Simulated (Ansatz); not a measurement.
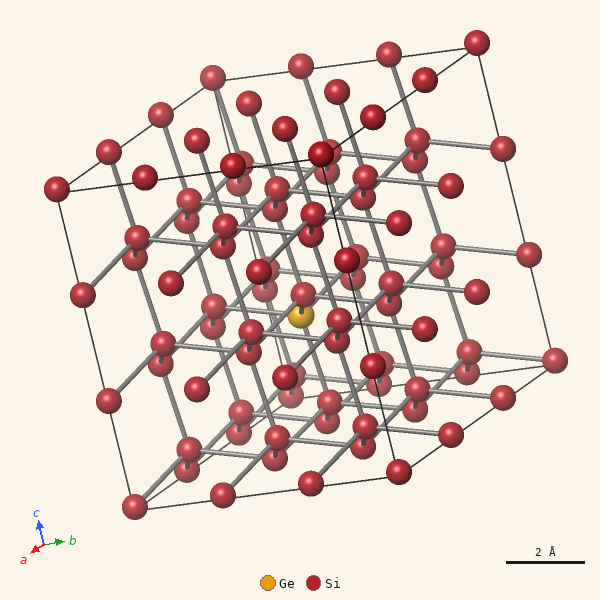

Drawn in the ball-and-stick manner and seen slightly off an axis. Atoms at the boundary of the supercell (the box) are drawn once for each face, edge or corner they touch. The host is Si, in a cell of 54 sites, and the cell is neutral.

**How does this supercell depart from the perfect host?**

Germanium on a silicon site (a substitutional impurity). It is bonded to four Si in a tetrahedral arrangement at about 2.4 Å.

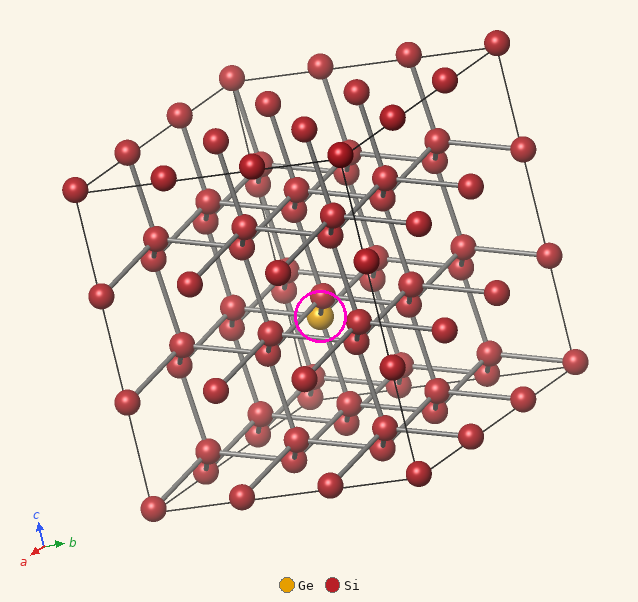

The same cell with a ring at the defect's site.

The atoms were relaxed in the host's cell with DFT PBE, scalar-relativistic, plane waves, PAW in Ansatz.
